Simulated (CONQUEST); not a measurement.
## Energy of PbSe along an even scaling of the cell

System: PbSe (Fm-3m, 4 atoms in the cell).
Method: Kohn-Sham DFT of a periodic cell, LDA, PseudoDojo NC LDA, no spin polarisation (CONQUEST 1.3).

The 7 runs differ only in the geometry, by an even scaling of the cell at fixed fractional positions. The structure derives from an entry of the Crystallography Open Database.

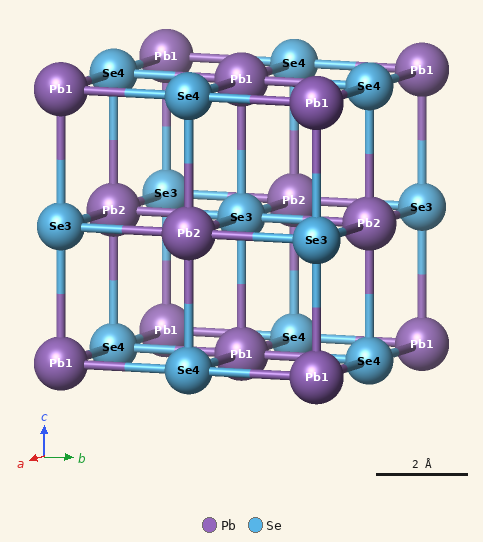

Figure 1. The structure of run 4 (ball-and-stick view of the cell 2 times as large as that of the calculation, set on its symmetry axes, seen slightly off an axis; atoms are numbered from 1 in the order of the input).

### Input of run 4
```
IO.Title PbSe
IO.Coordinates coords.dat
IO.FractionalAtomicCoords T
IO.Iprint 2
IO.Iprint_init 1
General.NumberOfSpecies 2
General.PseudopotentialType hamann
AtomMove.TypeOfRun static
AtomMove.FullStress T
Grid.PointsAlongX 48
Grid.PointsAlongY 48
Grid.PointsAlongZ 60
DM.SolutionMethod diagon
Diag.MPMesh T
Diag.GammaCentred T
Diag.MPMeshX 6
Diag.MPMeshY 6
Diag.MPMeshZ 5
Diag.kT 0.00183747
minE.SCTolerance 1e-6
SC.MaxIters 100
IO.AtomChargeOutput T
%block ChemicalSpeciesLabel
1 207.200 Pb
2 78.960 Se
%endblock
```

Command:
```bash
Conquest
```

Lattice vectors (Å) and fractional positions of run 4:
```
   4.328413    0.000000    0.000000
   0.000000    4.328413    0.000000
   0.000000    0.000000    6.121300
Pb  0.000000  0.000000  0.000000
Pb  0.500000  0.500000  0.500000
Se  0.000000  0.000000  0.500000
Se  0.500000  0.500000  0.000000
```

Run 6 has the same physical settings and fractional positions; its lattice vectors (Å) are:
```
   4.385372    0.000000    0.000000
   0.000000    4.385372    0.000000
   0.000000    0.000000    6.201853
```

### Results, with one run withheld

```csv
run,volume per atom (Å³),"free energy per atom, from the lowest run given (meV)",pressure (GPa),gap on the mesh (eV)
1,26.951,5.60,2.10,0.58
2,27.524,0.43,0.81,0.63
3,28.097,0.00,−0.53,0.68
4,28.671,4.02,−1.61,0.72
5,29.244,11.28,−2.44,0.76
6,29.818,?,?,?
7,30.391,35.80,−4.26,0.83
```

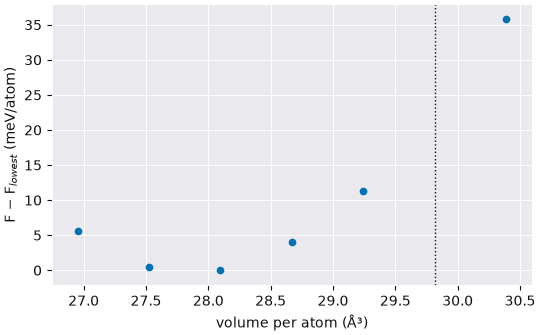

Figure 2. Free energy per atom of the runs given; the dotted line marks run 6.

Estimate the energy of run 6 from the others.

A cubic polynomial in V^(−2/3) (the Birch–Murnaghan form), fitted to the 6 runs given, misses them by at most 0.15 meV per atom. With x = V^(−2/3) − 0.10732 Å⁻², it reads F = 1.8897 − 2934 x + 9.6761e+05 x² + 5.0066e+06 x³ (meV per atom). At run 6 it gives 22.15 meV per atom, and the run itself gives 21.81. The slope of the fit gives a pressure −dF/dV of −3.43 GPa there, and the run prints −3.48 GPa. The two needn't agree exactly: the fit is approximate, and the printed stress is taken on a finite basis. The fit has its minimum at 27.858 Å³ per atom, where V d²F/dV² gives 59.9 GPa: the bulk modulus at this level, since symmetry fixes the shape and the positions. The gap on the mesh goes, without turning, from 0.58 eV in run 1 to 0.83 eV in run 7; run 6 has 0.80 eV. These are gaps of this functional on this mesh, which can miss the band edges; they aren't the measured gap.

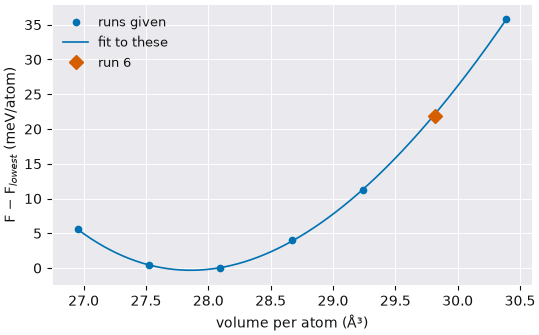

Figure 3. The fit and the withheld run.

### Some lines of the output (run 6)
```
[...]
          DFT Total Energy                 :      -382.909813945485325 Ha
          Free Energy (E-TS)               :      -382.914061914343449 Ha
          DFT Total Energy                 :      -382.913732095550586 Ha
          Free Energy (E-TS)               :      -382.913819318279138 Ha
          DFT Total Energy                 :      -382.913808503769985 Ha
          Free Energy (E-TS)               :      -382.913813484761931 Ha
          DFT Total Energy                 :      -382.913812234154932 Ha
          Free Energy (E-TS)               :      -382.913813726655974 Ha
          DFT Total Energy                 :      -382.913812465866044 Ha
          Free Energy (E-TS)               :      -382.913813518342010 Ha
          DFT Total Energy                 :      -382.913812500001882 Ha
      | Free Energy as E-TS      =      -382.913813518342010 Ha
      |* DFT total energy        =      -382.913812500001882 Ha
    force: Average pressure:     -3.48436969 GPa
```

Notes: Spin–orbit coupling is left out, which matters for Pb. With a small basis of atomic orbitals these values can differ much from converged plane-wave results.
